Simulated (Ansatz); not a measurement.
## Σ9 (114) boundary in bcc Ta with Zr (substitutional): structure and resistance

Aim: the relaxed structure and the specific resistance of the Σ9 (114) boundary in bcc Ta with Zr (substitutional).

Calculated with Ansatz 0.2.0; Ansatz plane-wave DFT, PBE, PAW files; relaxation of a bicrystal slab with its lowest layers held; PAW set soft_1, in the first sound run; inputs show where later runs differ.

## Step 1: The starting structure

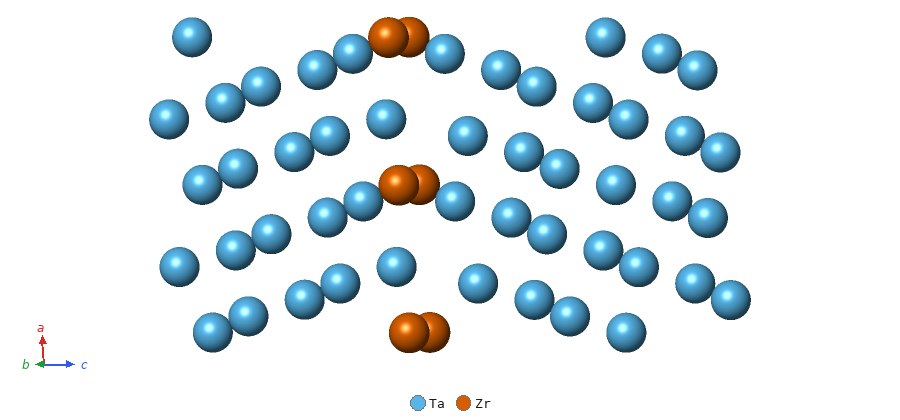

Start, viewed from the side, with the c axis across the page; tantalum blue, zirconium orange. 2×1×1 cells are drawn. Some periodic images of atoms are drawn too.

The cell holds 24 atoms: 23 Ta and 1 Zr. Cell: a = 5.477 Å, b = 4.671 Å, c = 29.682 Å, α = 90.0°, β = 90.0°, γ = 64.8°. It derives from Ta. built on the (1 1 4) plane; 2 overlapping atoms removed and the grains opened by 0 Å. Vacuum lies along c.

## Step 2: Relaxing the bicrystal

The boundary is built by mirroring the lower grain in the boundary plane and removing any atoms that overlap; then the Zr is put in at the boundary. A thin bicrystal slab is relaxed first, with the lowest layers held and the upper grain free to shift and open.

input.yaml

```yaml
crystal:
  lattice:
    - [5.4766761838, 0.0, 0.0]
    - [1.9915186123, 4.2246489468, 0.0]
    - [0.0, 0.0, 29.6821005704]
  atoms:
    - { symbol: Ta, position: [0.4444444444, 0.7777777777, 0.1684516899] }
    - { symbol: Ta, position: [1.0, 0.4999999999, 0.1946769516] }
    - { symbol: Ta, position: [0.5555555555, 0.2222222222, 0.2209022134] }
    - { symbol: Ta, position: [0.1111111111, 0.9444444444, 0.2471274752] }
    - { symbol: Ta, position: [0.6666666666, 0.6666666666, 0.2733527369] }
    - { symbol: Ta, position: [0.2222222222, 0.3888888888, 0.2995779987] }
    - { symbol: Ta, position: [0.7777777778, 0.1111111111, 0.3258032604] }
    - { symbol: Ta, position: [0.3333333333, 0.8333333333, 0.3520285222] }
    - { symbol: Ta, position: [0.8888888889, 0.5555555555, 0.378253784] }
    - { symbol: Ta, position: [0.4444444444, 0.2777777778, 0.4044790457] }
    - { symbol: Zr, position: [0.0, 0.0, 0.4307043075] }
    - { symbol: Ta, position: [0.8888888889, 0.5555555555, 0.483154831] }
    - { symbol: Ta, position: [0.3333333333, 0.8333333333, 0.5093800928] }
    - { symbol: Ta, position: [0.7777777778, 0.1111111111, 0.5356053545] }
    - { symbol: Ta, position: [0.2222222222, 0.3888888888, 0.5618306163] }
    - { symbol: Ta, position: [0.6666666666, 0.6666666666, 0.5880558781] }
    - { symbol: Ta, position: [0.1111111111, 0.9444444444, 0.6142811398] }
    - { symbol: Ta, position: [0.5555555555, 0.2222222222, 0.6405064016] }
    - { symbol: Ta, position: [1.0, 0.4999999999, 0.6667316633] }
    - { symbol: Ta, position: [0.4444444444, 0.7777777777, 0.6929569251] }
    - { symbol: Ta, position: [0.8888888888, 0.0555555555, 0.7191821869] }
    - { symbol: Ta, position: [0.3333333333, 0.3333333332, 0.7454074486] }
    - { symbol: Ta, position: [0.7777777777, 0.611111111, 0.7716327104] }
    - { symbol: Ta, position: [0.2222222222, 0.8888888888, 0.7978579722] }
kpoints:
  mp_grid: { grid: [6, 6, 1] }
hamiltonian:
  xc: pbe
  pseudopotentials: { kind: paw, azcp: { folder: soft_1 } }
scf:
  occupations: { method: fermi_dirac, width: 0.1 }
relax:
  f_tol: 0.03
  max_steps: 80
  constraints: [{ sites: [0, 1, 2, 3] }]
```

Launch:

```console
$ ansatz run input.yaml --threads 4 --pin off --max-ram 15360MiB --backend cpu --events-out ev --progress --plain --runs-dir out
```

Numbers of over 12 decimals in the logs are rounded to 6 here.

Output:

```text
Engine: ansatz 0.2.0, aarch64-unknown-linux-gnu
Pseudopotentials: kind: paw
Pseudopotential: Ta, paw, valence charge 13, recommended cutoff 420 eV (normal), soft_1/Ta.paw.azcp
Pseudopotential: Zr, paw, valence charge 12, recommended cutoff 420 eV (normal), soft_1/Zr.paw.azcp
Functional definition: PBE
  parameter kappa = 0.804
  parameter beta = 0.066725
  exchange = pbe_x(kappa = kappa, mu = beta*pi^2/3)
  correlation = pbe_c(beta = beta)
Crystal: 24 atoms, lattice volume = 686.756 Å³
Basis set: ecut = 420 eV, 13437 PW (Γ), exchange–correlation on 80×64×400 points (8 copies of the dense FFT grid, shifted against one another)
Bands: 187, of which v1, the nominal top of the filled ones, is band 156 counted from 1 (155 counted from 0)
Symmetry: 2 space group operations
Space group: Cm (ITA 8), of the structure as read, at distance tolerance 8.8e-5 Å
k-points: 13 of 36 (time reversal used)
Non-local potential: Ta, projectors of the file, l = 0: 3, l = 1: 2, l = 2: 2, l = 3: 1
Non-local potential: Zr, projectors of the file, l = 0: 3, l = 1: 2, l = 2: 2, l = 3: 1
PAW form: soft (Blöchl's): semilocal exchange-correlation on the pseudo side does not see the compensation charge
PAW one-centre angular grid: Ta, 590 points (default); XC on 64 Gauss nodes
PAW one-centre angular grid: Zr, 590 points (default); XC on 64 Gauss nodes
Initial density: superposition of atomic densities (neutral atoms: chi_scale 0, normalization atom)
Initial wavefunctions: pseudopotential atomic-orbital guess
Functional: x = pbe(κ = 0.804, μ = 0.219515), c = pbe(β = 0.066725)
SCF iter   1: F=—  HF=-232652.709735 eV  |F-HF|=—  |Δ(HF+E_count)|=         —  Δρ=5.25e-2  dr2=3.90e2  ethr=3.10e-3  ⟨swp⟩=10.6  Hψ=12195  notcnv=0
preconditioner: auto → LDOS  [metal: Δε(μ)=0.002 eV  Ē_g=4.146 eV  σ=0.100 eV  W_gap=0.00  n_scr=148 (ndim 8)  ℏωp=15.5 eV  f_vac=0.276  D(μ)=23.09/eV (n_scr^D=164)  β→1.0]
SCF iter   2: F=—  HF=-232648.743204 eV  |F-HF|=—  |Δ(HF+E_count)|=    3.97e0  Δρ=5.51e-2  dr2=6.07e2  ethr=3.10e-3  ⟨swp⟩=15.3  Hψ=15871  notcnv=0  defer=25
SCF iter   3: F=—  HF=-232637.191793 eV  |F-HF|=—  |Δ(HF+E_count)|=    1.16e1  Δρ=1.14e-2  dr2=1.89e0  ethr=3.10e-3  ⟨swp⟩=13.3  Hψ=10244  notcnv=0  defer=17
SCF iter   4: F=—  HF=-232637.014148 eV  |F-HF|=—  |Δ(HF+E_count)|=   1.78e-1  Δρ=4.07e-3  dr2=4.70e-1  ethr=6.08e-4  ⟨swp⟩=5.6  Hψ=4356  notcnv=0  defer=28
SCF iter   5: F=—  HF=-232637.027320 eV  |F-HF|=—  |Δ(HF+E_count)|=   1.32e-2  Δρ=2.02e-3  dr2=4.71e-1  ethr=1.51e-4  ⟨swp⟩=3.0  Hψ=3573  notcnv=0  defer=10
SCF iter   6: F=—  HF=-232637.023210 eV  |F-HF|=—  |Δ(HF+E_count)|=   4.11e-3  Δρ=7.98e-4  dr2=8.90e-2  ethr=1.51e-4  ⟨swp⟩=1.4  Hψ=2518  notcnv=0  defer=8
SCF iter   7: F=—  HF=-232637.021628 eV  |F-HF|=—  |Δ(HF+E_count)|=   1.58e-3  Δρ=2.30e-4  dr2=3.50e-3  ethr=2.86e-5  ⟨swp⟩=2.1  Hψ=2696  notcnv=0  defer=8
SCF iter   8: F=—  HF=-232637.021370 eV  |F-HF|=—  |Δ(HF+E_count)|=   2.59e-4  Δρ=8.69e-5  dr2=3.50e-4  ethr=1.13e-6  ⟨swp⟩=2.7  Hψ=3384  notcnv=0  defer=7
SCF iter   9: F=-232637.021351 eV  HF=-232637.021352 eV  |F-HF|=1.35e-6  |Δ(HF+E_count)|=   1.76e-5  Δρ=3.05e-5  dr2=1.18e-5  ethr=7.23e-9  ⟨swp⟩=4.1  Hψ=10197  notcnv=0
SCF 1 converged in 9 iterations: F = -232637.021351 eV  dr2 = 1.18e-5
  greatest PAW one-centre occupation: 0.999 electrons in one spin orbital (limit 2), on the Ta atom at site 19 (counted from 0), in its partial waves of l = 0
relax step   1: F+E_penalty+E_count = -232637.02135069 eV  Δ(F+E_penalty+E_count) = +0.000e0 eV  max|allowed force component| = 1.789e0 eV/Å  Δτ_max = 0.0000 Å  (9 SCF iters, dr2 threshold 2.25e-5 eV, accepted)
Initial density: handed on by an earlier stage of this run
Initial wavefunctions: those handed on with the density
iter 1 solved again at ethr=2.15e-3 eV; its pass at ethr=3.10e-3 eV (dr2=6.70e0 eV) is discarded
SCF iter   1: F=—  HF=-232637.906757 eV  |F-HF|=—  |Δ(HF+E_count)|=         —  Δρ=1.14e-2  dr2=7.09e0  ethr=2.15e-3  ⟨swp⟩=1.7  Hψ=8108  notcnv=0  defer=5
preconditioner: auto → LDOS  [metal: Δε(μ)=0.003 eV  Ē_g=3.567 eV  σ=0.100 eV  W_gap=0.01  n_scr=148 (ndim 8)  ℏωp=15.5 eV  f_vac=0.286  D(μ)=31.98/eV (n_scr^D=284)  β→1.0]
SCF iter   2: F=—  HF=-232637.594414 eV  |F-HF|=—  |Δ(HF+E_count)|=   3.12e-1  Δρ=4.39e-3  dr2=5.67e-1  ethr=2.15e-3  ⟨swp⟩=3.2  Hψ=3252  notcnv=0  defer=7
SCF iter   3: F=—  HF=-232637.561593 eV  |F-HF|=—  |Δ(HF+E_count)|=   3.28e-2  Δρ=1.95e-3  dr2=9.59e-2  ethr=1.82e-4  ⟨swp⟩=3.2  Hψ=4654  notcnv=0  defer=8
SCF iter   4: F=—  HF=-232637.545493 eV  |F-HF|=—  |Δ(HF+E_count)|=   1.61e-2  Δρ=4.24e-4  dr2=5.89e-3  ethr=3.08e-5  ⟨swp⟩=2.4  Hψ=4415  notcnv=0  defer=5
SCF iter   5: F=—  HF=-232637.545068 eV  |F-HF|=—  |Δ(HF+E_count)|=   4.25e-4  Δρ=1.32e-4  dr2=4.40e-4  ethr=1.89e-6  ⟨swp⟩=2.0  Hψ=3244  notcnv=0  defer=5
SCF iter   6: F=-232637.545060 eV  HF=-232637.545076 eV  |F-HF|=1.60e-5  |Δ(HF+E_count)|=   8.44e-6  Δρ=4.34e-5  dr2=3.58e-5  ethr=3.22e-8  ⟨swp⟩=3.1  Hψ=9851  notcnv=0
SCF 2 converged in 6 iterations: F = -232637.545060 eV  dr2 = 3.58e-5
relax step   2: F+E_penalty+E_count = -232637.54506032 eV  Δ(F+E_penalty+E_count) = -5.237e-1 eV  max|allowed force component| = 6.390e-1 eV/Å  Δτ_max = 0.1950 Å  (6 SCF iters, dr2 threshold 1.00e-4 eV, accepted)
SCF iter   1: F=—  HF=-232638.113370 eV  |F-HF|=—  |Δ(HF+E_count)|=         —  Δρ=1.37e-2  dr2=2.56e1  ethr=3.10e-3  ⟨swp⟩=6.8  Hψ=5978  notcnv=0  defer=5
preconditioner: auto → LDOS  [metal: Δε(μ)=0.004 eV  Ē_g=3.604 eV  σ=0.100 eV  W_gap=0.01  n_scr=148 (ndim 8)  ℏωp=15.5 eV  f_vac=0.291  D(μ)=30.45/eV (n_scr^D=264)  β→1.0]
SCF iter   2: F=—  HF=-232637.739488 eV  |F-HF|=—  |Δ(HF+E_count)|=   3.74e-1  Δρ=4.09e-3  dr2=4.63e-1  ethr=3.10e-3  ⟨swp⟩=1.8  Hψ=2925  notcnv=0  defer=6
SCF iter   3: F=—  HF=-232637.723482 eV  |F-HF|=—  |Δ(HF+E_count)|=   1.60e-2  Δρ=2.20e-3  dr2=1.32e-1  ethr=1.49e-4  ⟨swp⟩=2.0  Hψ=4446  notcnv=0  defer=6
SCF iter   4: F=—  HF=-232637.704578 eV  |F-HF|=—  |Δ(HF+E_count)|=   1.89e-2  Δρ=4.12e-4  dr2=4.27e-3  ethr=4.25e-5  ⟨swp⟩=2.0  Hψ=3758  notcnv=0  defer=6
SCF iter   5: F=—  HF=-232637.703815 eV  |F-HF|=—  |Δ(HF+E_count)|=   7.64e-4  Δρ=2.02e-4  dr2=9.06e-4  ethr=1.37e-6  ⟨swp⟩=2.1  Hψ=4245  notcnv=0  defer=6
SCF iter   6: F=—  HF=-232637.703710 eV  |F-HF|=—  |Δ(HF+E_count)|=   1.05e-4  Δρ=5.61e-5  dr2=8.14e-5  ethr=2.91e-7  ⟨swp⟩=2.0  Hψ=3594  notcnv=0  defer=6
SCF iter   7: F=-232637.703702 eV  HF=-232637.703713 eV  |F-HF|=1.16e-5  |Δ(HF+E_count)|=   3.51e-6  Δρ=2.98e-5  dr2=1.70e-5  ethr=8.21e-9  ⟨swp⟩=5.0  Hψ=9037  notcnv=0
SCF 3 converged in 7 iterations: F = -232637.703702 eV  dr2 = 1.70e-5
[...]
relax step   7: F+E_penalty+E_count = -232637.88154183 eV  Δ(F+E_penalty+E_count) = -7.001e-2 eV  max|allowed force component| = 2.523e-1 eV/Å  Δτ_max = 0.1915 Å  (6 SCF iters, dr2 threshold 9.83e-5 eV, accepted)
relax step   8: F+E_penalty+E_count = -232637.94724300 eV  Δ(F+E_penalty+E_count) = -6.570e-2 eV  max|allowed force component| = 1.312e-1 eV/Å  Δτ_max = 0.1989 Å  (6 SCF iters, dr2 threshold 4.13e-5 eV, accepted)
relax step   9: F+E_penalty+E_count = -232638.01078705 eV  Δ(F+E_penalty+E_count) = -6.354e-2 eV  max|allowed force component| = 1.694e-1 eV/Å  Δτ_max = 0.1940 Å  (7 SCF iters, dr2 threshold 4.65e-6 eV, accepted)
relax step  10: F+E_penalty+E_count = -232637.97493534 eV  Δ(F+E_penalty+E_count) = +3.585e-2 eV  max|allowed force component| = 6.718e-1 eV/Å  Δτ_max = 0.1929 Å  (7 SCF iters, dr2 threshold 7.76e-6 eV, rejected (line search))
relax step  11: F+E_penalty+E_count = -232638.04550344 eV  Δ(F+E_penalty+E_count) = -3.472e-2 eV  max|allowed force component| = 8.298e-2 eV/Å  Δτ_max = 0.0933 Å  (9 SCF iters, accepted)
relax step  12: F+E_penalty+E_count = -232638.08570420 eV  Δ(F+E_penalty+E_count) = -4.020e-2 eV  max|allowed force component| = 1.346e-1 eV/Å  Δτ_max = 0.0980 Å  (7 SCF iters, dr2 threshold 1.65e-6 eV, accepted)
relax step  13: F+E_penalty+E_count = -232638.14706021 eV  Δ(F+E_penalty+E_count) = -6.136e-2 eV  max|allowed force component| = 2.797e-1 eV/Å  Δτ_max = 0.1455 Å  (8 SCF iters, dr2 threshold 4.34e-6 eV, accepted)
relax step  14: F+E_penalty+E_count = -232638.17307977 eV  Δ(F+E_penalty+E_count) = -2.602e-2 eV  max|allowed force component| = 3.870e-1 eV/Å  Δτ_max = 0.1904 Å  (6 SCF iters, dr2 threshold 7.82e-5 eV, accepted)
relax step  15: F+E_penalty+E_count = -232638.23168508 eV  Δ(F+E_penalty+E_count) = -5.861e-2 eV  max|allowed force component| = 1.583e-1 eV/Å  Δτ_max = 0.2000 Å  (6 SCF iters, dr2 threshold 1.00e-4 eV, accepted)
relax step  16: F+E_penalty+E_count = -232638.25316273 eV  Δ(F+E_penalty+E_count) = -2.148e-2 eV  max|allowed force component| = 8.404e-2 eV/Å  Δτ_max = 0.1502 Å  (8 SCF iters, dr2 threshold 4.20e-6 eV, accepted)
relax step  17: F+E_penalty+E_count = -232638.25815180 eV  Δ(F+E_penalty+E_count) = -4.989e-3 eV  max|allowed force component| = 9.369e-2 eV/Å  Δτ_max = 0.1526 Å  (8 SCF iters, dr2 threshold 1.18e-6 eV, accepted)
relax step  18: F+E_penalty+E_count = -232638.26003158 eV  Δ(F+E_penalty+E_count) = -1.880e-3 eV  max|allowed force component| = 6.522e-2 eV/Å  Δτ_max = 0.0330 Å  (6 SCF iters, dr2 threshold 2.47e-6 eV, accepted)
relax step  19: F+E_penalty+E_count = -232638.26131536 eV  Δ(F+E_penalty+E_count) = -1.284e-3 eV  max|allowed force component| = 1.391e-2 eV/Å  Δτ_max = 0.0120 Å  (5 SCF iters, dr2 threshold 2.06e-6 eV, accepted)
iter 1 solved again at ethr=1.98e-10 eV; its pass at ethr=3.10e-3 eV (dr2=6.17e-7 eV) is discarded
SCF iter   1: F=—  HF=-232638.261304 eV  |F-HF|=—  |Δ(HF+E_count)|=         —  Δρ=6.83e-6  dr2=6.16e-7  ethr=1.98e-10  ⟨swp⟩=1.8  Hψ=5869  notcnv=0  defer=4
preconditioner: auto → LDOS  [metal: Δε(μ)=0.011 eV  Ē_g=3.591 eV  σ=0.100 eV  W_gap=0.03  n_scr=148 (ndim 8)  ℏωp=15.5 eV  f_vac=0.292  D(μ)=31.42/eV (n_scr^D=272)  β→1.0]
SCF iter   2: F=—  HF=-232638.261316 eV  |F-HF|=—  |Δ(HF+E_count)|=   1.20e-5  Δρ=3.29e-6  dr2=2.07e-7  ethr=1.98e-10  ⟨swp⟩=2.0  Hψ=4225  notcnv=0  defer=4
SCF iter   3: F=-232638.261316 eV  HF=-232638.261316 eV  |F-HF|=4.57e-8  |Δ(HF+E_count)|=   3.51e-8  Δρ=1.92e-6  dr2=6.94e-8  ethr=3.22e-11  ⟨swp⟩=5.1  Hψ=8409  notcnv=0
SCF 20 converged in 3 iterations: F = -232638.261316 eV  dr2 = 6.94e-8
relax step  20: F+E_penalty+E_count = -232638.26131565 eV  Δ(F+E_penalty+E_count) = -2.935e-7 eV  max|allowed force component| = 1.394e-2 eV/Å  Δτ_max = 0.0000 Å  (3 SCF iters, accepted)
SCF converged after 3 iterations
Free energy (F): -232638.261316 eV
Harris-Foulkes:  -232638.261316 eV  (|F-HF|=4.57e-8)
Internal energy: -232637.241025 eV  (E = F + TS)
E sigma→0 (E₀):  -232637.751170 eV
Entropy (-TS):   -1.020291 eV (-42.512 meV/atom)
Fermi energy:    10.511374 eV
--- Per-component energies (eV) ---
  E_band       = -4997.251135
  E_kinetic    = 9343.026393
  E_local      = -231211.054901  (includes V_loc(G=0)·N_el)
  E_nonlocal   = -177.975958
  E_hartree    = 112523.117487
  E_xc         = -7527.653921
  E_vxc        = -5535.328827  (∫ρ·V_xc dr)
  E_paw        = -193968.652245  (= ΣΔE_a)
  E_vpaw       = -2462.126683  (= ΣTr[D̂ρ^β])
  E_aug_tail   = 0.002118  (compensation charges beyond the density's cutoff)
  E_ewald      = 78381.950002
  E_smearing   = -1.020291  (= −TS)
  E_closure    = -0.000000  (closes the sum)
  Σ components = -232638.261316   (vs F -232638.261316, Δ=0.00e0)
--- Forces (eV/Å), atoms counted from 1 ---
  atom   1  Ta    -0.26375212     0.12433394     1.78363877
  atom   2  Ta    -0.02361414     0.01113181     0.24982762
  atom   3  Ta    -0.20189679     0.09517506    -1.20148150
  atom   4  Ta     0.49552245    -0.23359152    -0.83643873
  atom   5  Ta    -0.00240092     0.00113181     0.00219656
  atom   6  Ta     0.00279171    -0.00131602    -0.00502354
  atom   7  Ta    -0.00359869     0.00169644     0.00968993
  atom   8  Ta    -0.00968245     0.00456435     0.00651209
  atom   9  Ta    -0.00187788     0.00088524    -0.00391431
  atom  10  Ta     0.01393631    -0.00656964    -0.00801016
  atom  11  Zr     0.00193978    -0.00091442     0.00438462
  atom  12  Ta     0.00686937    -0.00323825    -0.00618468
  atom  13  Ta    -0.00037910     0.00017871     0.00471702
  atom  14  Ta    -0.01378252     0.00649714    -0.01360185
  atom  15  Ta     0.00330372    -0.00155739     0.00348526
  atom  16  Ta    -0.00186574     0.00087952     0.00179946
  atom  17  Ta     0.00431614    -0.00203465    -0.00703067
  atom  18  Ta    -0.00605157     0.00285274     0.00150908
  atom  19  Ta     0.00180900    -0.00085277    -0.00019961
  atom  20  Ta    -0.00135438     0.00063846     0.00335344
  atom  21  Ta     0.00358250    -0.00168881     0.00068778
  atom  22  Ta    -0.00389734     0.00183722    -0.00058573
  atom  23  Ta    -0.00160268     0.00075551    -0.00097861
  atom  24  Ta     0.00173859    -0.00081958     0.01169236
  max |Σ_I F_I| component: 5.33e-5 eV/Å
--- Relaxed structure (20 steps of the walk, 19 accepted, 0 SCFs on fresh bases) ---
  F+E_penalty+E_count = -232638.26131565 eV   max|allowed force component| = 1.394e-2 eV/Å
  atoms:
    - { symbol: Ta, position: [0.4444444444, 0.7777777778, 0.1684516899] }
    - { symbol: Ta, position: [1.0, 0.500000, 0.194677] }
    - { symbol: Ta, position: [0.555556, 0.222222, 0.220902] }
    - { symbol: Ta, position: [0.111111, 0.944444, 0.247127] }
    - { symbol: Ta, position: [0.666088, 0.666956, 0.271295] }
    - { symbol: Ta, position: [0.222339, 0.388831, 0.300577] }
    - { symbol: Ta, position: [0.786215, 0.106892, 0.327172] }
    - { symbol: Ta, position: [0.338169, 0.830915, 0.350540] }
    - { symbol: Ta, position: [0.882257, 0.558871, 0.383149] }
    - { symbol: Ta, position: [0.458412, 0.270794, 0.399148] }
    - { symbol: Zr, position: [0.00780507, -0.00390254, 0.438920] }
    - { symbol: Ta, position: [1.264465, 0.367767, 0.482801] }
    - { symbol: Ta, position: [0.673763, 0.663118, 0.491294] }
    - { symbol: Ta, position: [1.151666, -0.075833, 0.532000] }
    - { symbol: Ta, position: [0.605218, 0.197391, 0.555010] }
    - { symbol: Ta, position: [1.035436, 0.482282, 0.579945] }
    - { symbol: Ta, position: [0.485845, 0.757078, 0.607157] }
    - { symbol: Ta, position: [0.929524, 0.035238, 0.634077] }
    - { symbol: Ta, position: [1.367939, 0.316030, 0.661039] }
    - { symbol: Ta, position: [0.805740, 0.597130, 0.688714] }
    - { symbol: Ta, position: [1.253445, -0.126723, 0.713410] }
    - { symbol: Ta, position: [0.697332, 0.151334, 0.740889] }
    - { symbol: Ta, position: [1.134240, 0.432880, 0.763476] }
    - { symbol: Ta, position: [0.561040, 0.719480, 0.785349] }
```

Elapsed: 18 min, on 4 threads of Arm Neoverse V1, shared host; peak memory 3 GiB; 69 min of CPU time.

Step by step:

| step | energy less that of the first step (eV) | largest force component (eV/Å) |
| --- | --- | --- |
| 1 | 0.0000 | 1.7885 |
| 2 | -0.5237 | 0.6390 |
| 3 | -0.6824 | 0.2642 |
| 4 | -0.7263 | 0.1287 |
| 5 | -0.7517 | 0.1481 |
| 6 | -0.7902 | 0.3135 |
| 7 | -0.8602 | 0.2523 |
| 8 | -0.9259 | 0.1312 |
| 9 | -0.9894 | 0.1694 |
| 10 | -0.9536 | 0.6718 |
| 11 | -1.0242 | 0.0830 |
| 12 | -1.0644 | 0.1346 |
| 13 | -1.1257 | 0.2797 |
| 14 | -1.1517 | 0.3870 |
| 15 | -1.2103 | 0.1583 |
| 16 | -1.2318 | 0.0840 |
| 17 | -1.2368 | 0.0937 |
| 18 | -1.2387 | 0.0652 |
| 19 | -1.2400 | 0.0139 |
| 20 | -1.2400 | 0.0139 |

Relaxation step 10 was tried and not accepted.

The run keeps the 2 symmetry operations that it works with, so distortions that break them were not tested.

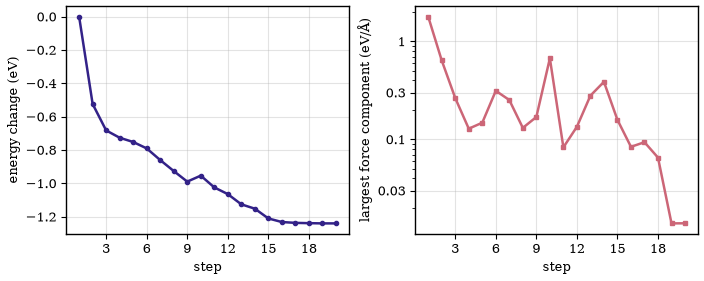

Energy and largest force along the relaxation.

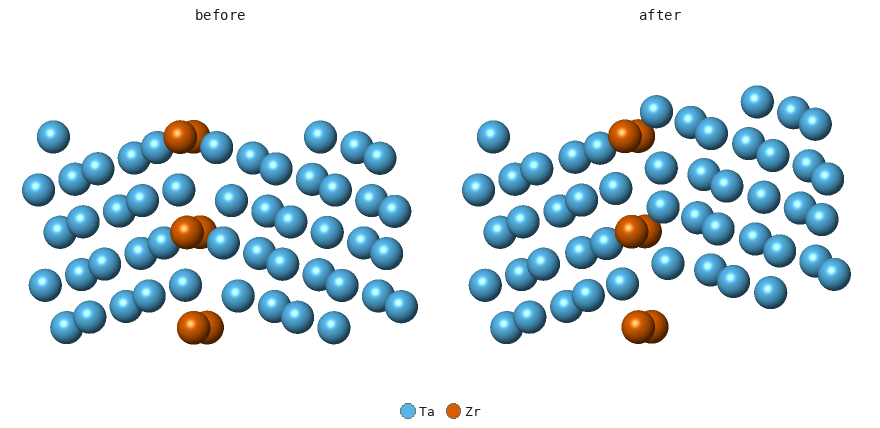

The structure before and after the relaxation, drawn at the same scale.

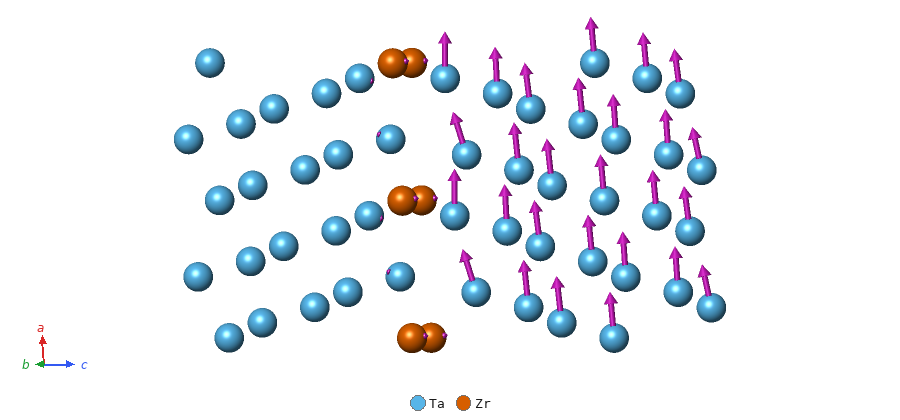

Displacements in the relaxation, scaled; the longest in the cell stands for 1.91 Å. 2×1×1 cells are drawn. Some periodic images of atoms are drawn too.

The atoms that moved most (Å):

```csv
atom,dx,dy,dz,length
Ta15,1.716,-0.809,-0.202,1.908
Ta17,1.679,-0.792,-0.211,1.868
Ta18,1.676,-0.790,-0.191,1.862
Ta12,1.683,-0.793,-0.010,1.861
Ta14,1.675,-0.790,-0.107,1.855
Ta16,1.652,-0.779,-0.241,1.843
Ta19,1.649,-0.777,-0.169,1.831
Ta21,1.634,-0.770,-0.171,1.814
```

This step gave:

```yaml
free_energy: -232638.2613 eV
energy_at_zero_smearing: -232637.7512 eV
fermi_energy: 10.51 eV
```

The largest force component on a free atom ends at 0.014 eV/Å, under the tolerance of 0.03, after 20 steps.

[end of part 1 of 2]

[Logs are printed without paths, hosts, clocks, repeated set-up lines and the standing remarks that a program may print on its own settings, such as how far it seeks lower states.]

[Hosts, paths, dates, database ids (printed as entryN), source tags and the programs' standing remarks are cut or masked in the printed files.]
